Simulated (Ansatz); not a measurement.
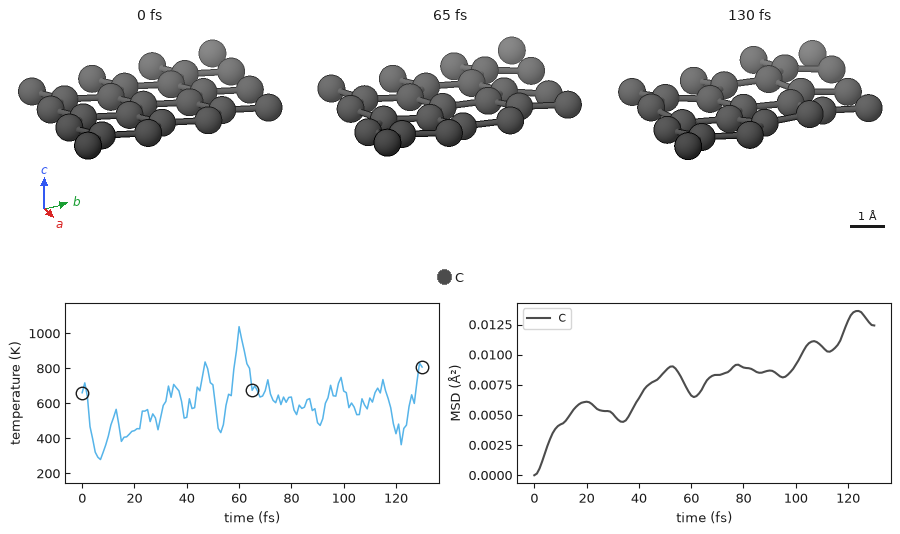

Molecular dynamics of a slab of graphene monolayer (18 atoms in the cell), 130 fs long. Frames and the history of the run. Style: ball-and-stick. Shown: the simulation cell, with the vacuum cut short, slightly off an axis. Bonds to atoms that aren't drawn are left out.

Level of theory: DFT PBE, scalar-relativistic, plane waves, PAW (Ansatz 0.2.0). Settings: plane-wave cutoff 420 eV; k-point mesh 2 × 2 × 1; Fermi-Dirac smearing 0.05 eV; low-accuracy preset; Langevin thermostat (NVT); set temperature 700 K; time step 1 fs; friction 0.05 per fs.

Describe the run.

Answer. Over the second half the temperature averages 613 K (spread ±84 K). The potential energy in the second half lies on average 79.0 meV per atom above the first frame. Root-mean-square distances from the starting positions over the second half, with the common drift of all atoms taken out: C 0.10 Å. That is small against the typical shortest distance between atoms in the first frame, about 1.4 Å: the atoms vibrate about their sites and the arrangement holds.

Limits of the set-up: the program's low-accuracy preset was used.

The run took 13 min on 1 thread of Intel(R) Xeon(R) Platinum 8259CL CPU @ 2.50GHz (Skylake/Cascade Lake), with other jobs on the host, peak memory 0.79 GiB.
